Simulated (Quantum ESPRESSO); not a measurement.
# GaN (P6_3mc): zone-centre phonons, part 2 of 3

Which modes does GaN (P6_3mc) have at the zone centre?

Quantum ESPRESSO 7.5; DFT LDA, scalar-relativistic, plane waves, GBRV ultrasoft pseudopotentials.

So far. Step 2 (A first look): A gap of 2.0 eV opens on this mesh, so the crystal is taken as an insulator; the start stands at -3.8 GPa. Step 4 (Self-consistent run for the response): The cell stands at -0.17 GPa, close enough for phonons.

The database entry behind the starting cell differs from later determinations by our own check (about 0.3 % short, ideal inner coordinate), so it need not match the best structure at ambient conditions.

**5. Linear response at Γ**

At q = 0 one unit cell holds all displacements; symmetry groups them into irreducible representations that are solved one by one. The response to a field gives ε∞ and the Born charges, which polar modes need.

File ph.in:

```
phonons
&inputph
   prefix = 'x'
   outdir = './tmp'
   fildyn = 'g.dyn'
   tr2_ph = 1.0d-18
   epsil = .true.
/
0.000000000000 0.000000000000 0.000000000000
```

Launch:

```
OMP_NUM_THREADS=1 mpirun -n 4 ph.x -nk 4 -in ph.in > ph.out
```

What it wrote:

```text
[banners, grids, parts of the stress and lines that vanish by symmetry left out]
[banner, memory and clock lines left out]
Program PHONON v.7.5

     ./tmp/x.save/

     IMPORTANT: XC functional enforced from input :
     Exchange-correlation= PZ
                           (   1   1   0   0   0   0   0)
     Any further DFT definition will be discarded
     Please, verify this is what you really want

     G-vector sticks info

     Check: negative core charge=   -0.000001
     Reading collected, re-writing distributed wavefunctions in ./tmp/

     Number and degeneracy of irreps per q-point
       N         xq(1)         xq(2)         xq(3)   N irreps
       1   0.000000000   0.000000000   0.000000000       8
        1   1   1   1   2   2   2   2

     Calculation of q =    0.0000000   0.0000000   0.0000000

     phonons

     bravais-lattice index     =            4
     lattice parameter (alat)  =       5.9629  a.u.
     unit-cell volume          =     299.3976 (a.u.)^3
     number of atoms/cell      =            4
     number of atomic types    =            2
     kinetic-energy cut-off    =      50.0000  Ry
     charge density cut-off    =     400.0000  Ry
     convergence threshold     =      1.0E-18
     beta                      =       0.7000
     number of iterations used =            4
     Exchange-correlation= PZ
                           (   1   1   0   0   0   0   0)

     celldm(1)=    5.96289  celldm(2)=    0.00000  celldm(3)=    1.63060
     celldm(4)=    0.00000  celldm(5)=    0.00000  celldm(6)=    0.00000

     crystal axes: (cart. coord. in units of alat)
               a(1) = (  1.0000  0.0000  0.0000 )
               a(2) = ( -0.5000  0.8660  0.0000 )
               a(3) = (  0.0000  0.0000  1.6306 )

     reciprocal axes: (cart. coord. in units 2 pi/alat)
               b(1) = (  1.0000  0.5774 -0.0000 )
               b(2) = (  0.0000  1.1547  0.0000 )
               b(3) = (  0.0000 -0.0000  0.6133 )

     Atoms inside the unit cell:

     Cartesian axes

     site n.  atom      mass           positions (alat units)
        1  Ga     69.7230   tau(    1) = (   -0.00000    0.57735   -0.00109  )
        2  Ga     69.7230   tau(    2) = (    0.50000    0.28868    0.81421  )
        3  N      14.0070   tau(    3) = (   -0.00000    0.57735    0.61256  )
        4  N      14.0070   tau(    4) = (    0.50000    0.28868    1.42786  )

     Computing dynamical matrix for
                    q = (   0.0000000   0.0000000   0.0000000 )

     13 Sym.Ops. (with q -> -q+G )

     G cutoff =  360.2582  (  40387 G-vectors)     FFT grid: ( 40, 40, 64)
     G cutoff =  180.1291  (  14377 G-vectors)  smooth grid: ( 27, 27, 48)
     number of k points=    48
                       cart. coord. in units 2pi/alat
        k(    1) = (   0.0000000   0.0000000   0.0000000), wk =   0.0041152
        k(    2) = (   0.0000000   0.0000000   0.1022119), wk =   0.0082305
        k(    3) = (   0.0000000   0.0000000   0.2044238), wk =   0.0082305
        [... further k-points left out ...]

     PseudoPot. # 1 for Ga read from file:
     ./pseudo/Ga.upf
     Pseudo is Ultrasoft + core correction, Zval = 19.0
     Using radial grid of  871 points,  6 beta functions with:
                l(1) =   0
                l(2) =   0
                l(3) =   1
                l(4) =   1
                l(5) =   2
                l(6) =   2
     Q(r) pseudized with  8 coefficients,  rinner =    1.250   1.250   1.250
                                                       1.250   1.250

     PseudoPot. # 2 for N  read from file:
     ./pseudo/N.upf
     Pseudo is Ultrasoft + core correction, Zval =  5.0
     Using radial grid of  729 points,  4 beta functions with:
                l(1) =   0
                l(2) =   0
                l(3) =   1
                l(4) =   1
     Q(r) pseudized with  8 coefficients,  rinner =    0.900   0.900   0.900

     Mode symmetry, C_6v (6mm)  point group:

     Electric field:
     Dielectric constant
     Born effective charges as d Force / d E

     Atomic displacements:
     There are    8 irreducible representations

     Representation     1      1 modes -  To be done

     Representation     2      1 modes -  To be done

     Representation     3      1 modes -  To be done

     Representation     4      1 modes -  To be done

     Representation     5      2 modes -  To be done

     Representation     6      2 modes -  To be done

     Representation     7      2 modes -  To be done

     Representation     8      2 modes -  To be done

     Alpha used in Ewald sum =   2.8000

     Electric Fields Calculation

      iter #   1   av.it.:   9.9
      thresh= 1.000E-02 alpha_mix =  0.700 |ddv_scf|^2 =  2.537E-08

      iter #   2   av.it.:  21.2
      thresh= 1.593E-05 alpha_mix =  0.700 |ddv_scf|^2 =  3.479E-10

      iter #   3   av.it.:  21.9
      thresh= 1.865E-06 alpha_mix =  0.700 |ddv_scf|^2 =  8.819E-11

      iter #   4   av.it.:  20.1
      thresh= 9.391E-07 alpha_mix =  0.700 |ddv_scf|^2 =  1.981E-11

      iter #   5   av.it.:  19.8
      thresh= 4.450E-07 alpha_mix =  0.700 |ddv_scf|^2 =  1.204E-13

      iter #   6   av.it.:  21.2
      thresh= 3.471E-08 alpha_mix =  0.700 |ddv_scf|^2 =  1.211E-14

      iter #   7   av.it.:  20.2
      thresh= 1.101E-08 alpha_mix =  0.700 |ddv_scf|^2 =  3.170E-15

      iter #   8   av.it.:  19.6
      thresh= 5.631E-09 alpha_mix =  0.700 |ddv_scf|^2 =  5.043E-18

      iter #   9   av.it.:  21.7
      thresh= 2.246E-10 alpha_mix =  0.700 |ddv_scf|^2 =  1.274E-19

     End of electric fields calculation

          Dielectric constant in cartesian axis

          (       5.648572808       0.000000000       0.000000000 )
          (      -0.000000000       5.648572808       0.000000000 )
          (       0.000000000       0.000000000       5.800546349 )

          Effective charges (d Force / dE) in cartesian axis without acoustic sum rule applied (asr)

           atom    1  Ga    Mean Z*:        2.63779
      Ex  (        2.59262       -0.00000        0.00000 )
      Ey  (       -0.00000        2.59262       -0.00000 )
      Ez  (        0.00000        0.00000        2.72813 )
           atom    2  Ga    Mean Z*:        2.63779
      Ex  (        2.59262       -0.00000        0.00000 )
      Ey  (        0.00000        2.59262       -0.00000 )
      Ez  (        0.00000       -0.00000        2.72813 )
           atom    3  N     Mean Z*:       -2.64088
      Ex  (       -2.59681        0.00000       -0.00000 )
      Ey  (        0.00000       -2.59681       -0.00000 )
      Ez  (        0.00000        0.00000       -2.72902 )
           atom    4  N     Mean Z*:       -2.64088
      Ex  (       -2.59681       -0.00000       -0.00000 )
      Ey  (        0.00000       -2.59681        0.00000 )
      Ez  (       -0.00000       -0.00000       -2.72902 )

          Effective charges Sum: Mean:       -0.00618
             -0.00837       -0.00000        0.00000
             -0.00000       -0.00837        0.00000
              0.00000       -0.00000       -0.00178

          Effective charges (d Force / dE) in cartesian axis with asr applied:
           atom    1  Ga    Mean Z*:        2.63934
      E*x (        2.59472       -0.00000        0.00000 )
      E*y (       -0.00000        2.59472       -0.00000 )
      E*z (        0.00000        0.00000        2.72858 )
           atom    2  Ga    Mean Z*:        2.63934
      E*x (        2.59472       -0.00000        0.00000 )
      E*y (        0.00000        2.59472       -0.00000 )
      E*z (        0.00000       -0.00000        2.72858 )
           atom    3  N     Mean Z*:       -2.63934
      E*x (       -2.59472        0.00000       -0.00000 )
      E*y (        0.00000       -2.59472        0.00000 )
      E*z (       -0.00000       -0.00000       -2.72858 )
           atom    4  N     Mean Z*:       -2.63934
      E*x (       -2.59472        0.00000       -0.00000 )
      E*y (        0.00000       -2.59472        0.00000 )
      E*z (       -0.00000       -0.00000       -2.72858 )

     Representation #   1 mode #   1

     Self-consistent Calculation

      iter #   1   av.it.:   8.2
      thresh= 1.000E-02 alpha_mix =  0.700 |ddv_scf|^2 =  1.111E-06

      iter #   2   av.it.:  17.6
      thresh= 1.054E-04 alpha_mix =  0.700 |ddv_scf|^2 =  1.194E-08

      iter #   3   av.it.:  18.3
      thresh= 1.093E-05 alpha_mix =  0.700 |ddv_scf|^2 =  1.482E-10

      iter #   4   av.it.:  19.1
      thresh= 1.217E-06 alpha_mix =  0.700 |ddv_scf|^2 =  3.853E-11

      iter #   5   av.it.:  18.9
      thresh= 6.207E-07 alpha_mix =  0.700 |ddv_scf|^2 =  1.051E-13

[...]
End of self-consistent calculation

     Convergence has been achieved

     Representation #   2 mode #   2

     Self-consistent Calculation

[...]
End of self-consistent calculation

     Convergence has been achieved

     Representation #   3 mode #   3

     Self-consistent Calculation

[...]
End of self-consistent calculation

     Convergence has been achieved

     Representation #   4 mode #   4

     Self-consistent Calculation

[...]
End of self-consistent calculation

     Convergence has been achieved

     Representation #   5 modes #   5   6

     Self-consistent Calculation

[...]
End of self-consistent calculation

     Convergence has been achieved

     Representation #   6 modes #   7   8

     Self-consistent Calculation

[...]
End of self-consistent calculation

     Convergence has been achieved

     Representation #   7 modes #   9  10

     Self-consistent Calculation

[...]
End of self-consistent calculation

     Convergence has been achieved

     Representation #   8 modes #  11  12

     Self-consistent Calculation

      iter #   1   av.it.:   8.6
      thresh= 1.000E-02 alpha_mix =  0.700 |ddv_scf|^2 =  3.384E-07

      iter #   2   av.it.:  19.9
      thresh= 5.818E-05 alpha_mix =  0.700 |ddv_scf|^2 =  6.172E-09

      iter #   3   av.it.:  20.2
      thresh= 7.856E-06 alpha_mix =  0.700 |ddv_scf|^2 =  6.580E-12

      iter #   4   av.it.:  21.1
      thresh= 2.565E-07 alpha_mix =  0.700 |ddv_scf|^2 =  1.811E-13

      iter #   5   av.it.:  21.0
      thresh= 4.256E-08 alpha_mix =  0.700 |ddv_scf|^2 =  1.079E-15

      iter #   6   av.it.:  21.4
      thresh= 3.285E-09 alpha_mix =  0.700 |ddv_scf|^2 =  6.668E-18

      iter #   7   av.it.:  21.0
      thresh= 2.582E-10 alpha_mix =  0.700 |ddv_scf|^2 =  2.121E-19

     End of self-consistent calculation

     Convergence has been achieved

     Number of q in the star =    1
     List of q in the star:
          1   0.000000000   0.000000000   0.000000000

          Dielectric constant in cartesian axis

          (       5.648572808       0.000000000       0.000000000 )
          (      -0.000000000       5.648572808       0.000000000 )
          (       0.000000000       0.000000000       5.800546349 )

          Effective charges (d Force / dE) in cartesian axis without acoustic sum rule applied (asr)

           atom    1  Ga    Mean Z*:        2.63779
      Ex  (        2.59262       -0.00000        0.00000 )
      Ey  (       -0.00000        2.59262       -0.00000 )
      Ez  (        0.00000        0.00000        2.72813 )
           atom    2  Ga    Mean Z*:        2.63779
      Ex  (        2.59262       -0.00000        0.00000 )
      Ey  (        0.00000        2.59262       -0.00000 )
      Ez  (        0.00000       -0.00000        2.72813 )
           atom    3  N     Mean Z*:       -2.64088
      Ex  (       -2.59681        0.00000       -0.00000 )
      Ey  (        0.00000       -2.59681       -0.00000 )
      Ez  (        0.00000        0.00000       -2.72902 )
           atom    4  N     Mean Z*:       -2.64088
      Ex  (       -2.59681       -0.00000       -0.00000 )
      Ey  (        0.00000       -2.59681        0.00000 )
      Ez  (       -0.00000       -0.00000       -2.72902 )

          Effective charges Sum: Mean:       -0.00618
             -0.00837       -0.00000        0.00000
             -0.00000       -0.00837        0.00000
              0.00000       -0.00000       -0.00178

          Effective charges (d Force / dE) in cartesian axis with asr applied:
           atom    1  Ga    Mean Z*:        2.63934
      E*x (        2.59472       -0.00000        0.00000 )
      E*y (       -0.00000        2.59472       -0.00000 )
      E*z (        0.00000        0.00000        2.72858 )
           atom    2  Ga    Mean Z*:        2.63934
      E*x (        2.59472       -0.00000        0.00000 )
      E*y (        0.00000        2.59472       -0.00000 )
      E*z (        0.00000       -0.00000        2.72858 )
           atom    3  N     Mean Z*:       -2.63934
      E*x (       -2.59472        0.00000       -0.00000 )
      E*y (        0.00000       -2.59472        0.00000 )
      E*z (       -0.00000       -0.00000       -2.72858 )
           atom    4  N     Mean Z*:       -2.63934
      E*x (       -2.59472        0.00000       -0.00000 )
      E*y (        0.00000       -2.59472        0.00000 )
      E*z (       -0.00000       -0.00000       -2.72858 )

     Diagonalizing the dynamical matrix

     q = (    0.000000000   0.000000000   0.000000000 )

 **************************************************************************
     freq (    1) =      -0.262397 [THz] =      -8.752608 [cm-1]
     freq (    2) =      -0.255796 [THz] =      -8.532428 [cm-1]
     freq (    3) =      -0.255796 [THz] =      -8.532428 [cm-1]
     freq (    4) =       4.161850 [THz] =     138.824374 [cm-1]
     freq (    5) =       4.161850 [THz] =     138.824374 [cm-1]
     freq (    6) =      10.073246 [THz] =     336.007324 [cm-1]
     freq (    7) =      16.131874 [THz] =     538.101408 [cm-1]
     freq (    8) =      16.777573 [THz] =     559.639610 [cm-1]
     freq (    9) =      16.777573 [THz] =     559.639610 [cm-1]
     freq (   10) =      17.062346 [THz] =     569.138601 [cm-1]
     freq (   11) =      17.062346 [THz] =     569.138601 [cm-1]
     freq (   12) =      20.925800 [THz] =     698.009538 [cm-1]
 **************************************************************************

     Mode symmetry, C_6v (6mm)  point group:

     freq (   1-   1) =         -8.8  [cm-1]   --> A_1             I+R
     freq (   2-   3) =         -8.5  [cm-1]   --> E_1             I+R
     freq (   4-   5) =        138.8  [cm-1]   --> E_2             R
     freq (   6-   6) =        336.0  [cm-1]   --> B_1
     freq (   7-   7) =        538.1  [cm-1]   --> A_1             I+R
     freq (   8-   9) =        559.6  [cm-1]   --> E_1             I+R
     freq (  10-  11) =        569.1  [cm-1]   --> E_2             R
     freq (  12-  12) =        698.0  [cm-1]   --> B_1
```

Elapsed: 15 min, on 4 MPI ranks of Arm Neoverse V1, shared host; 58 min of CPU time.

This step gave:

- miss of the charge sum rule: 0.008380 e
- largest acoustic frequency at the zone centre before the sum rule: -8.75 cm⁻¹
- highest optical zone-centre mode (no LO-TO term): 698.0 cm⁻¹
- lowest optical zone-centre mode: 138.8 cm⁻¹
- mean high-frequency dielectric constant: 5.699
- largest Born charge in size (third of the trace): 2.641 e

Born charge (rows field, columns displacement), before the sum rule (e), principal values of the symmetric part by kind of site:

```csv
atom,atoms with these values,low,middle,high,mean
Ga1,2,2.59,2.59,2.73,2.64
N3,2,-2.73,-2.60,-2.60,-2.64
```

In full for N3:

```
-2.60  0.00  0.00
 0.00 -2.60  0.00
 0.00  0.00 -2.73
```

High-frequency dielectric tensor:

```
5.65 0.00 0.00
0.00 5.65 0.00
0.00 0.00 5.80
```

The acoustic modes at Γ come out as far as 8.8 cm⁻¹ from zero, where they should vanish, a small numerical error; the Born charges miss their sum rule by 0.0084 e, which is good.

**6. Zone-centre analysis**

A rigid shift of the crystal must cost nothing, but grids and finite bases break this; the acoustic sum rule is imposed before the matrix is diagonalised again. With Born charges the intensities follow, and the static dielectric tensor.

File dynmat.in:

```
&input
   fildyn = 'g.dyn'
   asr = 'crystal'
   fileig = 'dynmat.eig'
   lperm = .true.
/
```

Launch:

```
dynmat.x -in dynmat.in > dynmat.out
```

What it wrote:

```text
[banner, memory and clock lines left out]
Program DYNMAT v.7.5

     Reading Dynamical Matrix from file g.dyn
     ...Force constants read
     ...epsilon and Z* read
     Acoustic Sum Rule: || Z*(ASR) - Z*(orig)|| =    5.987010E-03
     Acoustic Sum Rule: ||dyn(ASR) - dyn(orig)||=    4.892572E-04
     A direction for q was not specified:TO-LO splitting will be absent

     Polarizability (A^3 units)
     multiply by 0.389649 for Clausius-Mossotti correction
        16.412001   -0.000000    0.000000
         0.000000   16.412001    0.000000
         0.000000    0.000000   16.948551

     IR activities are in (D/A)^2/amu units

# mode   [cm-1]    [THz]      IR
    1     -0.00   -0.0000    0.0000
    2     -0.00   -0.0000    0.0000
    3      0.00    0.0000    0.0000
    4    138.82    4.1619    0.0000
    5    138.82    4.1619    0.0000
    6    336.01   10.0732    0.0000
    7    538.09   16.1316   29.4531
    8    559.61   16.7767   26.6341
    9    559.61   16.7767   26.6341
   10    569.14   17.0623    0.0000
   11    569.14   17.0623    0.0000
   12    698.01   20.9258    0.0000

Electronic dielectric permittivity tensor (relative, adimensional)
         5.648573   -0.000000    0.000000
         0.000000    5.648573    0.000000
         0.000000    0.000000    5.800546

 ... with zone-center polar mode contributions
         9.737099   -0.000000   -0.000000
        -0.000000    9.737099    0.000000
        -0.000000    0.000000   10.690657

[end of the log left out, with the tail of the file of modes that dynmat.x writes under the same name]
```

Wall time 0.45 s (1 thread).

Numbers from this step:

```yaml
mean_static_dielectric_constant: 10.05
```

Unit eigenvectors of the mass-weighted matrix after the sum rule; no LO-TO term. Modes at Γ, with each element's share of the kinetic energy:

```
mode  frequency (cm⁻¹)  symmetry  Ga %  N %
   1               0.0  acoustic    83   17
   2               0.0  acoustic    83   17
   3               0.0  acoustic    83   17
   4             138.8        E2    88   12
   5             138.8        E2    88   12
   6             336.0        B1   100    0
   7             538.1        A1    17   83
   8             559.6        E1    17   83
   9             559.6        E1    17   83
  10             569.1        E2    12   88
  11             569.1        E2    12   88
  12             698.0        B1     0  100
```

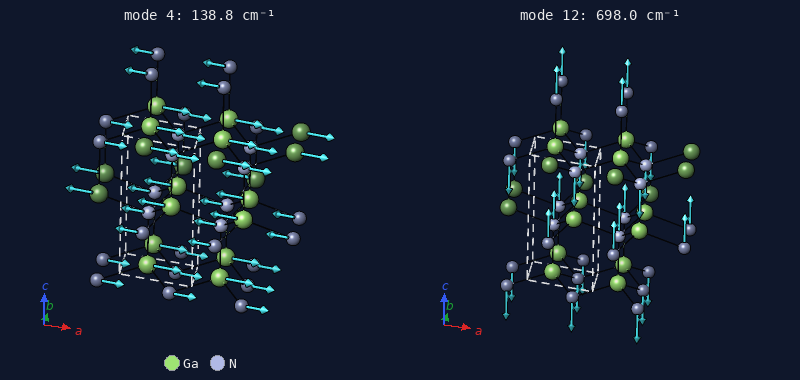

Displacement patterns of modes 4 and 12 at Γ; arrows are exaggerated. 2×2×1 cells are drawn. Some periodic images of atoms are drawn too.

Degenerate modes summed, no LO-TO term. Lines of the infrared spectrum (strongest = 100):

```
position (cm⁻¹)  lines merged  label  IR intensity, relative
            139             2     E2                     0.0
            336             1     B1                     0.0
            538             1     A1                      55
            560             2     E1                     100
            569             2     E2                     0.0
            698             1     B1                     0.0
```

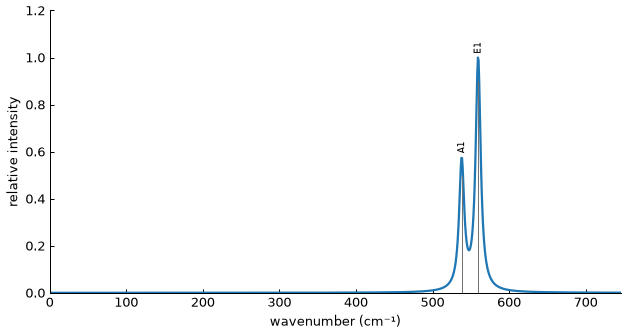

The infrared spectrum, broadened with Lorentzians of width 8 cm⁻¹; bars mark the lines.

Static dielectric tensor (ions relaxed, fixed cell):

```
 9.74  0.00  0.00
 0.00  9.74  0.00
 0.00  0.00 10.69
```

The rule moves no optical mode by more than 0.1 cm⁻¹.

(Continued in part 3 of 3.)

[Host names and launcher messages were left out of these logs when they were recorded.]

[Logs are printed without paths, hosts, clocks, repeated set-up lines and the standing remarks that a program may print on its own settings, such as how far it seeks lower states.]

[Hosts, paths, dates, database ids (printed as entryN), source tags and the programs' standing remarks are cut or masked in the printed files.]
